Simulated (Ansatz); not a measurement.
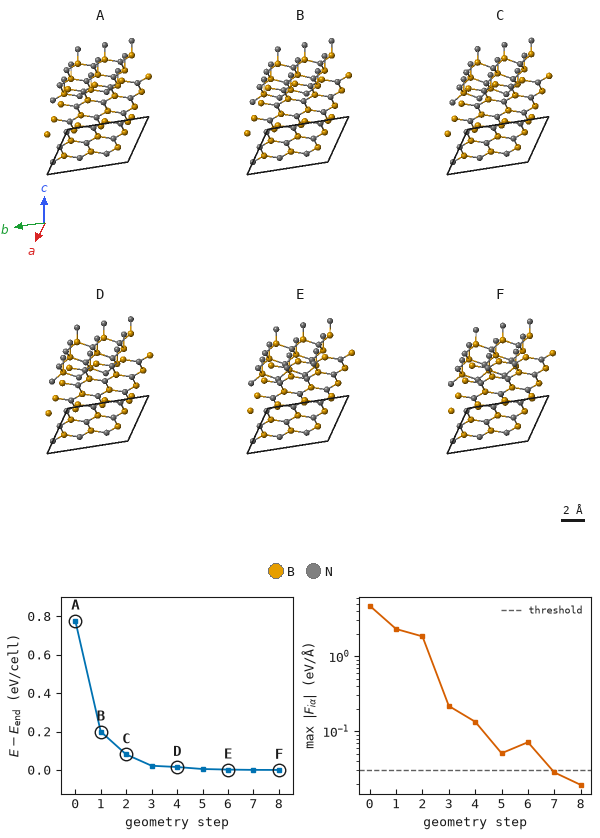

Frames of a constrained relaxation of a slab of composition B3N4 (cut from the Fmm2 phase), marked on the history of the run. Style: ball-and-stick. Shown: the 3 × 3 repeat of the cell, outlined in the plane, without the vacuum, from a free direction.

Case: N put at a top B site. The slab is the (0 1 0) face of BN with N on it. 2 atoms are held fixed.

Level of theory: DFT PBE+D3(BJ), scalar-relativistic, plane waves, PAW in Ansatz. Settings: plane-wave cutoff 420 eV; k-point mesh 12 × 12 × 1; occupations gaussian; smearing width 0.05 eV; collinear spin; dipole correction; atoms relaxed in a fixed cell; force threshold 0.03 eV/Å; at most 70 steps.

Question: Describe the path.

Answer: The energy falls by 0.777 eV per cell of the calculation in 8 geometry steps. Largest force component: 4.7 eV/Å at the start, 0.019 eV/Å at the end. The largest moves, 0.54 Å, are those of B and N atoms. Largest moves by element: N 0.54 Å, B 0.54 Å. The lattice vectors keep their values. Among the contacts that change: B–N 1.447 → 1.483 Å, B–N 1.560 → 1.546 Å. Among the angles between lasting bonds that change: N–B–N 90.0° → 102.6°, N–B–N 120.1° → 115.4°, B–N–B 120.1° → 115.4°. The program noted that the starting moments weren't kept. The run took 7.2 min on 1 thread of Arm Neoverse V2 (shared host), peak memory 0.51 GiB. From step 0 to 1: an N atom moves most (0.17 Å), energy −0.578 eV per cell of the calculation. From step 1 to 2: a B atom moves most (0.17 Å), energy −0.119 eV per cell of the calculation. From step 2 to 4: B and N atoms move most (0.15 Å), energy −65.5 meV per cell of the calculation. From step 4 to 6: B and N atoms move most (0.28 Å), energy −13.5 meV per cell of the calculation. From step 6 to 8: B and N atoms move most (0.14 Å), energy −1.8 meV per cell of the calculation.

Limits of the set-up: the periodic images lie only 2.5 Å apart, so the values are limited by the cell's size.
